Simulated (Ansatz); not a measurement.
## Run report: Ga15As17, geometry relaxation (part 2 of 3)

Ga15As17 (defect cell, 32 atoms in the cell); DFT PBE, scalar-relativistic, plane waves, PAW, no spin polarisation (Ansatz 0.2.0); cutoff 420 eV, 2×2×2 k-mesh, Gaussian smearing of 0.02 eV. The structure derives from an entry of the Crystallography Open Database.

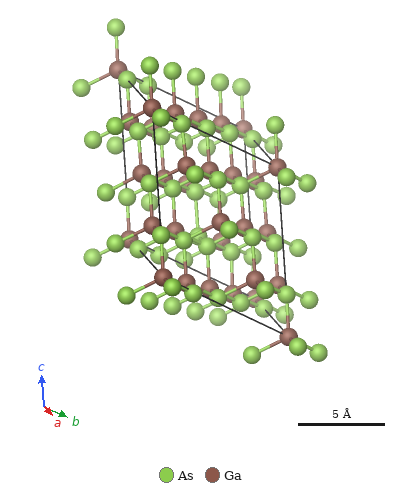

Fig. 1: The geometry at step 4 of the log (ball-and-stick view of the cell of the calculation, seen slightly off an axis; bonded neighbours outside the cell are drawn too).

```
SCF converged after 6 iterations
Free energy (F): -139308.830205 eV
Harris-Foulkes:  -139308.830205 eV  (|F-HF|=3.03e-9)
Internal energy: -139308.830205 eV  (E = F + TS)
E sigma→0 (E₀):  -139308.830205 eV
Fermi energy:    8.493602 eV
--- Per-component energies (eV) ---
  E_band       = -5419.296487
  E_kinetic    = 3481.067014
  E_local      = -63533.779349  (includes V_loc(G=0)·N_el)
  E_nonlocal   = -5028.930680
  E_hartree    = 32050.196720
  E_xc         = -2377.449530
  E_vxc        = -2209.654700  (∫ρ·V_xc dr)
  E_paw        = -61033.386747  (= ΣΔE_a)
  E_vpaw       = -2228.390342  (= ΣTr[D̂ρ^β])
  E_aug_tail   = -0.001596  (compensation charges beyond the density's cutoff)
  E_ewald      = -42866.546037
  E_smearing   = -0.000000  (= −TS)
  E_closure    = 0.000000  (closes the sum)
  Σ components = -139308.830205   (vs F -139308.830205, Δ=0.00e0)
--- Forces (eV/Å), atoms counted from 1 ---
  atom   1  As    -0.00098602     0.00081578    -0.00030606
  atom   2  Ga     0.00094309    -0.00167736    -0.00093749
  atom   3  Ga     0.00142572     0.00095281     0.00196261
  atom   4  Ga     0.00102407    -0.00171882     0.00118465
  atom   5  Ga    -0.00032990     0.00129875     0.00033197
  atom   6  Ga    -0.00100889     0.00189570    -0.00039528
  atom   7  Ga     0.00095373    -0.00077183    -0.00097398
  atom   8  Ga     0.00159136     0.00132067     0.00097847
  atom   9  Ga    -0.00089738     0.00264633    -0.00019120
  atom  10  Ga     0.00145887    -0.00042120    -0.00104479
  atom  11  Ga    -0.00149004     0.00113021    -0.00074559
  atom  12  Ga     0.00101160    -0.00056460    -0.00150048
  atom  13  Ga    -0.00163102     0.00010514     0.00025129
  atom  14  Ga    -0.00097482    -0.00074381     0.00182151
  atom  15  Ga     0.00093163     0.00157100     0.00153280
  atom  16  Ga    -0.00288403    -0.00133827     0.00041250
  atom  17  As    -0.00134042    -0.00061185     0.00127662
  atom  18  As     0.00135708    -0.00009296     0.00001736
  atom  19  As     0.00118874    -0.00122195    -0.00195550
  atom  20  As     0.00058084    -0.00019345    -0.00066663
  atom  21  As     0.00021550    -0.00087676    -0.00011737
  atom  22  As    -0.00134442     0.00096215     0.00092617
  atom  23  As     0.00106953    -0.00167256     0.00001411
  atom  24  As    -0.00125603    -0.00046930     0.00060047
  atom  25  As     0.00032031    -0.00066246    -0.00050660
  atom  26  As    -0.00057546    -0.00023594     0.00089400
  atom  27  As    -0.00041710     0.00058577     0.00045469
  atom  28  As    -0.00008048    -0.00028131    -0.00130681
  atom  29  As     0.00057495    -0.00022826    -0.00050711
  atom  30  As    -0.00120342    -0.00204106    -0.00160453
  atom  31  As     0.00159593     0.00118064    -0.00130492
  atom  32  As     0.00020051     0.00129704     0.00139538
  max |Σ_I F_I| component: 6.17e-5 eV/Å
--- Band table (eV) ---
  k-point 0: bands = ["-28.1679", "-28.1679", "-28.1679", "-28.1630", "-28.1630", "-27.5193", "-27.5171", "-27.5162", "-27.5153", "-27.5077", ... 60 levels left out ..., "-27.4619", "-27.4619", "-27.4618", "-27.4617", "-27.4616", "-27.4616", "-27.4615", "-27.4615", "-27.4614", "-27.4613", "-27.4613", "-27.4612", "-27.4608", "-27.4608", "-27.4607", "-7.1775", "-7.1680", "-7.1679", "-7.1678", "-7.1648", "-7.1648", "-7.1647", "-7.1646", "-7.1645", "-7.1582", "-7.1581", "-7.1581", "-7.1260", "-7.1202",
      "-7.1202", "-7.1201", "-7.0824", "-7.0824", "-7.0824", "-7.0812", "-7.0812", "-7.0812", "-7.0808", "-7.0808", "-7.0705", "-7.0705", "-7.0683", "-7.0683", "-7.0683", "-7.0663", "-7.0663", "-7.0662", "-7.0640", "-7.0639", "-7.0639", "-7.0631", "-7.0465", "-7.0439", "-7.0439", "-7.0438", "-7.0417", "-7.0417", "-7.0401", "-7.0400", "-7.0400", "-7.0347", "-7.0346", "-7.0346", "-7.0335", "-7.0335", "-7.0335", "-7.0330", "-7.0330", "-7.0302",
      "-7.0301", "-7.0301", "-7.0277", "-7.0233", "-7.0233", "-7.0232", "-7.0228", "-7.0205", "-7.0204", "-7.0204", "-7.0189", "-7.0188", "-7.0188", "-7.0186", "-7.0185", "-6.9871", "-6.9871", "-6.9870", "-6.9821", "-6.9820", "-6.9820", "-4.7157", "-4.1812", "-4.1812", "-4.1810", "-3.3621", "-2.9864", "-2.9862", "-2.9860", "-2.9085", "-2.9084", "-2.9070", "-2.9065", "-2.9062", "-2.9018", "-2.9018", "-2.9015", "-1.2644", "1.4837", "1.4840",
      "1.4842", "1.4859", "1.4860", "1.5008", "1.5010", "1.5012", "1.5248", "1.5253", "1.5255", "3.2793", "3.5119", "3.5119", "3.5120", "4.1955", "4.1957", "4.1957", "4.4334", "4.5138", "4.5139", "4.5140", "4.5594", "4.5595", "4.5599", "4.5731", "4.5731", "5.4177", "5.4178", "5.4179", "5.6494", "5.6497", "5.6498", "5.6582", "5.6616", "5.6617", "5.7256", "5.7258", "5.7260", "6.8061", "6.8063", "6.8064",
      "6.9468", "6.9468", "6.9615", "6.9617", "6.9620", "7.7759", "8.7921", "8.7923", "8.7926", "9.3067", "9.4191", "9.4201", "9.4205", "9.7573", "9.7574", "9.7577", "9.7878", "9.7880", "9.7880", "9.9111", "9.9112", "11.1648", "11.1649", "11.1650", "11.6162", "12.1019", "12.1022", "12.1026", "12.1094", "12.1094", "12.1420", "12.1422", "12.1424", "12.1706", "12.1709", "12.1710", "12.1802", "12.1802", "12.3253", "12.3261",
      "12.3269", "13.1540", "13.1543", "13.1546", "13.2815", "13.4171", "13.4172", "13.4177", "13.6701", "13.6701", "13.6878"]
  k-point 1: bands = ["-28.1680", "-28.1679", "-28.1679", "-28.1630", "-28.1630", "-27.5193", "-27.5171", "-27.5162", "-27.5153", "-27.5077", ... 60 levels left out ..., "-27.4619", "-27.4619", "-27.4618", "-27.4617", "-27.4616", "-27.4616", "-27.4615", "-27.4615", "-27.4614", "-27.4613", "-27.4613", "-27.4612", "-27.4608", "-27.4608", "-27.4607", "-7.1766", "-7.1765", "-7.1753", "-7.1672", "-7.1669", "-7.1645", "-7.1645", "-7.1620", "-7.1526", "-7.1506", "-7.1505", "-7.1483", "-7.1457", "-7.1305",
      "-7.1305", "-7.1033", "-7.0848", "-7.0848", "-7.0803", "-7.0797", "-7.0784", "-7.0784", "-7.0766", "-7.0758", "-7.0755", "-7.0754", "-7.0748", "-7.0724", "-7.0722", "-7.0722", "-7.0703", "-7.0627", "-7.0612", "-7.0595", "-7.0595", "-7.0541", "-7.0485", "-7.0472", "-7.0471", "-7.0434", "-7.0427", "-7.0427", "-7.0411", "-7.0407", "-7.0380", "-7.0365", "-7.0364", "-7.0344", "-7.0343", "-7.0317", "-7.0306", "-7.0305", "-7.0280", "-7.0276",
      "-7.0275", "-7.0266", "-7.0265", "-7.0258", "-7.0258", "-7.0250", "-7.0250", "-7.0220", "-7.0210", "-7.0197", "-7.0196", "-7.0192", "-7.0184", "-7.0184", "-7.0182", "-6.9876", "-6.9872", "-6.9869", "-6.9825", "-6.9819", "-6.9818", "-4.8300", "-4.2159", "-3.7933", "-3.7930", "-3.7688", "-3.4187", "-3.2693", "-3.2468", "-3.2466", "-3.0840", "-2.8300", "-2.7431", "-2.7430", "-2.7245", "-2.4896", "-2.4894", "-1.3475", "1.0614", "1.1607",
      "1.3987", "1.3991", "1.3995", "1.5171", "1.5583", "1.5652", "1.5657", "1.7953", "2.7395", "2.9723", "2.9723", "2.9877", "3.8538", "3.8540", "3.9196", "4.0027", "4.4339", "4.6069", "4.6074", "4.6652", "5.0162", "5.0769", "5.0773", "5.2825", "5.3287", "5.3289", "5.3309", "5.3434", "5.3670", "5.3672", "5.3874", "5.4119", "5.4142", "5.4146", "5.5055", "6.2396", "6.2574", "6.2576", "6.3920", "6.4269",
      "6.4277", "6.4386", "6.5171", "6.9375", "6.9376", "8.1949", "8.9265", "9.3983", "9.5017", "9.5023", "9.6880", "9.7879", "9.7886", "9.8354", "10.0574", "10.3363", "10.3538", "10.3588", "10.3595", "10.4642", "10.5765", "10.5774", "10.5797", "10.7098", "10.9220", "10.9244", "10.9244", "10.9975", "11.0135", "11.5889", "11.7409", "11.7420", "12.1492", "12.1936", "12.1938", "12.4216", "12.4218", "12.4653", "12.5904", "12.6388",
      "12.7223", "12.7226", "12.7476", "12.7641", "12.8738", "12.8745", "12.8755", "12.9526", "12.9528", "12.9767", "12.9933"]
  k-point 2: bands = ["-28.1680", "-28.1679", "-28.1679", "-28.1630", "-28.1630", "-27.5193", "-27.5171", "-27.5162", "-27.5153", "-27.5077", ... 60 levels left out ..., "-27.4619", "-27.4619", "-27.4618", "-27.4617", "-27.4616", "-27.4616", "-27.4615", "-27.4615", "-27.4614", "-27.4613", "-27.4613", "-27.4612", "-27.4608", "-27.4608", "-27.4607", "-7.1766", "-7.1765", "-7.1753", "-7.1672", "-7.1669", "-7.1646", "-7.1645", "-7.1620", "-7.1526", "-7.1506", "-7.1505", "-7.1483", "-7.1457", "-7.1305",
      "-7.1305", "-7.1033", "-7.0848", "-7.0848", "-7.0803", "-7.0797", "-7.0784", "-7.0784", "-7.0766", "-7.0758", "-7.0754", "-7.0754", "-7.0748", "-7.0724", "-7.0722", "-7.0722", "-7.0703", "-7.0626", "-7.0612", "-7.0595", "-7.0595", "-7.0541", "-7.0485", "-7.0472", "-7.0472", "-7.0435", "-7.0427", "-7.0427", "-7.0411", "-7.0407", "-7.0380", "-7.0365", "-7.0364", "-7.0344", "-7.0343", "-7.0317", "-7.0306", "-7.0305", "-7.0280", "-7.0275",
      "-7.0275", "-7.0266", "-7.0266", "-7.0258", "-7.0258", "-7.0250", "-7.0250", "-7.0220", "-7.0210", "-7.0197", "-7.0196", "-7.0192", "-7.0184", "-7.0184", "-7.0181", "-6.9876", "-6.9872", "-6.9869", "-6.9825", "-6.9819", "-6.9818", "-4.8300", "-4.2159", "-3.7933", "-3.7930", "-3.7688", "-3.4186", "-3.2692", "-3.2469", "-3.2465", "-3.0840", "-2.8300", "-2.7432", "-2.7429", "-2.7245", "-2.4897", "-2.4893", "-1.3475", "1.0614", "1.1608",
      "1.3988", "1.3990", "1.3995", "1.5171", "1.5583", "1.5652", "1.5657", "1.7953", "2.7396", "2.9722", "2.9723", "2.9877", "3.8539", "3.8540", "3.9196", "4.0027", "4.4339", "4.6071", "4.6072", "4.6653", "5.0161", "5.0770", "5.0771", "5.2825", "5.3288", "5.3289", "5.3310", "5.3433", "5.3670", "5.3674", "5.3874", "5.4119", "5.4143", "5.4144", "5.5054", "6.2397", "6.2574", "6.2575", "6.3919", "6.4272",
      "6.4275", "6.4386", "6.5170", "6.9375", "6.9376", "8.1949", "8.9265", "9.3983", "9.5019", "9.5020", "9.6880", "9.7881", "9.7884", "9.8354", "10.0573", "10.3362", "10.3539", "10.3590", "10.3591", "10.4641", "10.5770", "10.5771", "10.5799", "10.7097", "10.9220", "10.9243", "10.9243", "10.9977", "11.0133", "11.5890", "11.7412", "11.7416", "12.1492", "12.1938", "12.1938", "12.4217", "12.4218", "12.4653", "12.5905", "12.6388",
      "12.7222", "12.7227", "12.7475", "12.7642", "12.8739", "12.8746", "12.8754", "12.9526", "12.9527", "12.9767", "12.9933"]
  k-point 3: bands = ["-28.1680", "-28.1679", "-28.1679", "-28.1630", "-28.1630", "-27.5193", "-27.5171", "-27.5162", "-27.5153", "-27.5077", ... 60 levels left out ..., "-27.4619", "-27.4619", "-27.4618", "-27.4617", "-27.4616", "-27.4616", "-27.4615", "-27.4615", "-27.4614", "-27.4613", "-27.4613", "-27.4612", "-27.4608", "-27.4608", "-27.4607", "-7.1766", "-7.1765", "-7.1753", "-7.1672", "-7.1669", "-7.1646", "-7.1645", "-7.1620", "-7.1526", "-7.1506", "-7.1505", "-7.1484", "-7.1457", "-7.1306",
      "-7.1305", "-7.1033", "-7.0848", "-7.0848", "-7.0803", "-7.0797", "-7.0784", "-7.0784", "-7.0766", "-7.0758", "-7.0755", "-7.0754", "-7.0748", "-7.0724", "-7.0722", "-7.0722", "-7.0703", "-7.0626", "-7.0612", "-7.0595", "-7.0595", "-7.0541", "-7.0485", "-7.0472", "-7.0472", "-7.0435", "-7.0427", "-7.0427", "-7.0411", "-7.0408", "-7.0380", "-7.0365", "-7.0364", "-7.0344", "-7.0343", "-7.0317", "-7.0306", "-7.0305", "-7.0280", "-7.0276",
      "-7.0275", "-7.0266", "-7.0266", "-7.0258", "-7.0258", "-7.0250", "-7.0250", "-7.0220", "-7.0210", "-7.0197", "-7.0197", "-7.0192", "-7.0184", "-7.0184", "-7.0181", "-6.9876", "-6.9871", "-6.9869", "-6.9825", "-6.9819", "-6.9818", "-4.8300", "-4.2159", "-3.7932", "-3.7931", "-3.7689", "-3.4186", "-3.2692", "-3.2469", "-3.2466", "-3.0840", "-2.8300", "-2.7432", "-2.7430", "-2.7246", "-2.4897", "-2.4893", "-1.3475", "1.0614", "1.1608",
      "1.3988", "1.3990", "1.3995", "1.5172", "1.5583", "1.5652", "1.5657", "1.7953", "2.7396", "2.9722", "2.9723", "2.9877", "3.8539", "3.8540", "3.9196", "4.0027", "4.4339", "4.6070", "4.6072", "4.6652", "5.0162", "5.0770", "5.0772", "5.2824", "5.3288", "5.3289", "5.3310", "5.3434", "5.3669", "5.3673", "5.3874", "5.4119", "5.4143", "5.4145", "5.5056", "6.2397", "6.2575", "6.2575", "6.3919", "6.4271",
      "6.4276", "6.4386", "6.5170", "6.9375", "6.9375", "8.1950", "8.9266", "9.3983", "9.5018", "9.5021", "9.6880", "9.7878", "9.7886", "9.8355", "10.0572", "10.3362", "10.3539", "10.3589", "10.3593", "10.4642", "10.5768", "10.5773", "10.5799", "10.7097", "10.9220", "10.9243", "10.9244", "10.9977", "11.0133", "11.5890", "11.7411", "11.7418", "12.1492", "12.1937", "12.1939", "12.4216", "12.4218", "12.4652", "12.5905", "12.6388",
      "12.7224", "12.7225", "12.7476", "12.7642", "12.8739", "12.8744", "12.8755", "12.9525", "12.9527", "12.9767", "12.9933"]
```
